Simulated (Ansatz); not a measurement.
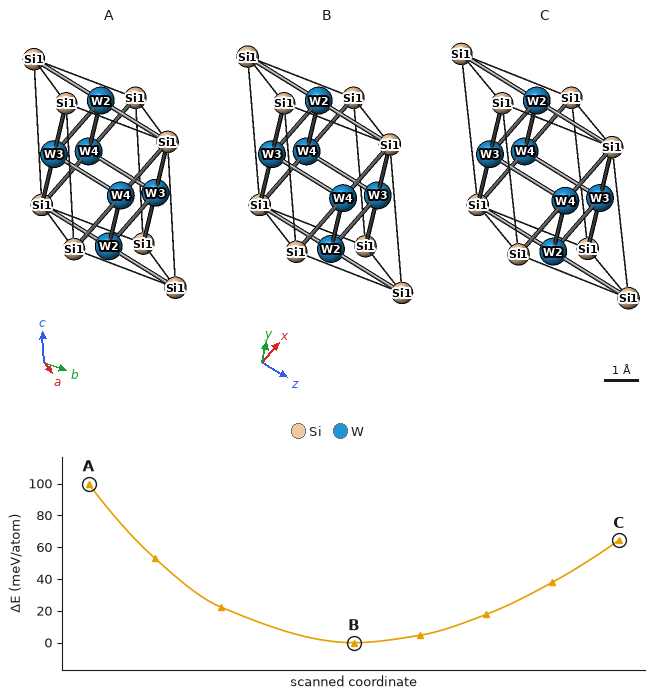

Frames of a one-coordinate scan of a crystal of SiW$_{3}$ (Im-3m). x, y and z are the Cartesian axes of the input. The picture is a ball-and-stick view of the cell of the calculation, seen slightly off an axis.

Theory: Ansatz, DFT r2SCAN, scalar-relativistic, plane waves, PAW. (plane-wave cutoff 500 eV; k-point mesh 14 × 14 × 14; occupations gaussian; smearing width 0.15 eV; no spin polarisation). Energies (free energies at the smearing named) are counted from the relaxed crystal.

Q: Which coordinate changes from frame to frame?

A: The cell is strained along z alone, with the atoms kept at their fractional coordinates. In the frames the strain is −0.06 (A), 0.00 (B), 0.06 (C). Of the computed points the lowest is at the strain 0.00, 0.0 meV/atom. The end points stand at 99.9 meV/atom (−0.06) and 64.3 meV/atom (0.06). The distortion takes the space group from Im-3m to I4/mmm. At the strain −0.06 the cell of the drawing goes a 4.485 → 4.397 Å, b 4.485 → 4.397 Å, c 4.485 → 4.397 Å, α 109.5° → 107.8°, β 109.5° → 107.8°, γ 109.5° → 112.8°.
